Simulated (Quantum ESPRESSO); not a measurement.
# EuS: 7 runs along one coordinate

System: EuS (2 atoms in the cell).
Method: Kohn-Sham DFT of a periodic cell, PBE, SSSP 1.3 efficiency PBE, spin-polarised (Quantum ESPRESSO 7.5).

The 7 runs differ only in the geometry, by an even scaling of the cell at fixed fractional positions. The structure derives from an entry of the Crystallography Open Database.

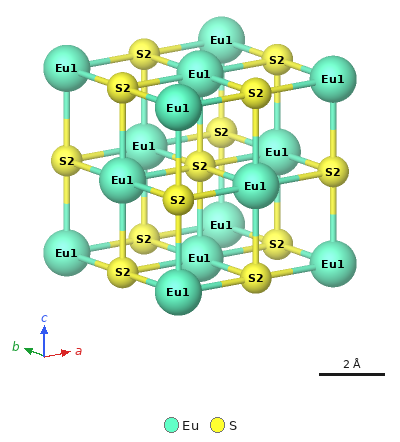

Figure 1. The structure of run 4 (ball-and-stick view of the cell 4 times as large as that of the calculation, set on its symmetry axes, seen at an oblique angle; atoms are numbered from 1 in the order of the input).

### Input of run 4
```
&CONTROL
  calculation = 'scf'
  prefix = 'pwscf'
  outdir = './tmp'
  pseudo_dir = './pseudo'
  tprnfor = .true.
  tstress = .true.
  disk_io = 'nowf'
/
&SYSTEM
  ibrav = 0
  nat = 2
  ntyp = 2
  ecutwfc = 55
  ecutrho = 440
  nbnd = 21
  occupations = 'smearing'
  smearing = 'fd'
  degauss = 0.00367493
  nspin = 2
  starting_magnetization(1) = 0.4118
  starting_magnetization(2) = 0
/
&ELECTRONS
  conv_thr = 4d-10
  electron_maxstep = 120
  mixing_beta = 0.3
/
ATOMIC_SPECIES
Eu   151.9640 Eu.paw.z_17.atompaw.wentzcovitch.v1.2.upf
S     32.0600 s_pbe_v1.4.uspp.F.UPF
CELL_PARAMETERS angstrom
   0.0000000000    2.9785000000    2.9785000000
   2.9785000000    0.0000000000    2.9785000000
   2.9785000000    2.9785000000    0.0000000000
ATOMIC_POSITIONS crystal
Eu     0.0000000000    0.0000000000    0.0000000000
S      0.5000000000    0.5000000000    0.5000000000
K_POINTS automatic
8 8 8 0 0 0
```

Command:
```bash
OMP_NUM_THREADS=1 pw.x -in pw.in > pw.out
```

Run 5 differs from it as follows:
```diff
-   0.0000000000    2.9785000000    2.9785000000
-   2.9785000000    0.0000000000    2.9785000000
-   2.9785000000    2.9785000000    0.0000000000
+   0.0000000000    2.9982257404    2.9982257404
+   2.9982257404    0.0000000000    2.9982257404
+   2.9982257404    2.9982257404    0.0000000000
```

### Results, with one run withheld

| run | volume per atom (Å³) | free energy per atom, from the lowest run given (meV) | pressure (GPa) |
| --- | --- | --- | --- |
| 1 | 24.838 | 0.00 | −0.13 |
| 2 | 25.367 | 2.28 | −1.30 |
| 3 | 25.895 | 7.95 | −2.24 |
| 4 | 26.424 | 16.64 | −3.06 |
| 5 | 26.952 | ? | ? |
| 6 | 27.481 | 41.77 | −4.50 |
| 7 | 28.009 | 57.65 | −5.13 |

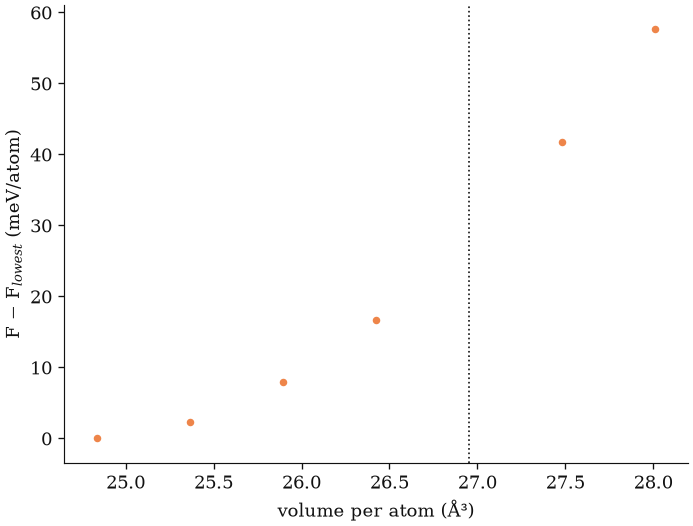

Figure 2. Free energy per atom of the runs given; the dotted line marks run 5.

Estimate the energy of run 5 from the others.

A cubic polynomial in V^(−2/3) (the Birch–Murnaghan form), fitted to the 6 runs given, misses them by under 0.01 meV per atom. With x = V^(−2/3) − 0.11308 Å⁻², it reads F = 14.311 − 6224.8 x + 6.6957e+05 x² + 1.2957e+06 x³ (meV per atom). At run 5 it gives 28.00 meV per atom, and the run itself gives 28.01. The slope of the fit gives a pressure −dF/dV of −3.82 GPa there, and the run prints −3.84 GPa. The fit has no minimum inside this range.

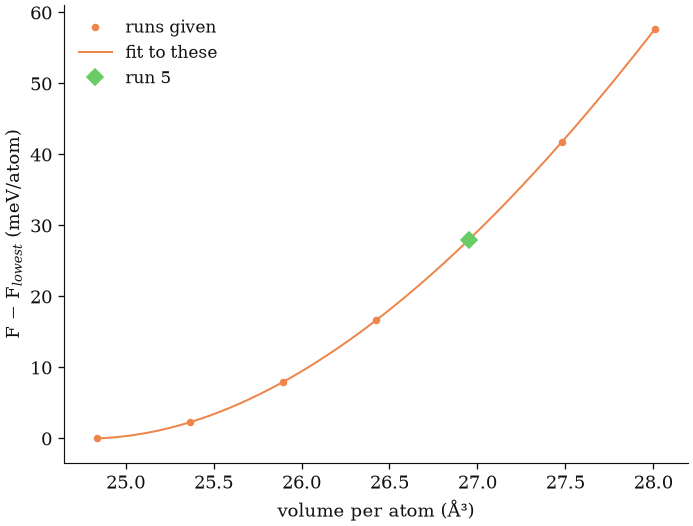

Figure 3. The fit and the withheld run.

### Some lines of the output (run 5)
```
[...]
     total energy              =    -666.95453864 Ry
     total energy              =    -666.95463602 Ry
     total energy              =    -666.95468282 Ry
     total energy              =    -666.95465836 Ry
     total energy              =    -666.95467331 Ry
     total energy              =    -666.95467332 Ry
     total energy              =    -666.95467407 Ry
     total energy              =    -666.95467419 Ry
     total energy              =    -666.95467421 Ry
     the Fermi energy is    10.2596 ev
!    total energy              =    -666.95467421 Ry
     The total energy is F=E-TS. E is the sum of the following terms:
     Computing stress (Cartesian axis) and pressure
          total   stress  (Ry/bohr**3)                   (kbar)     P=      -38.40
```
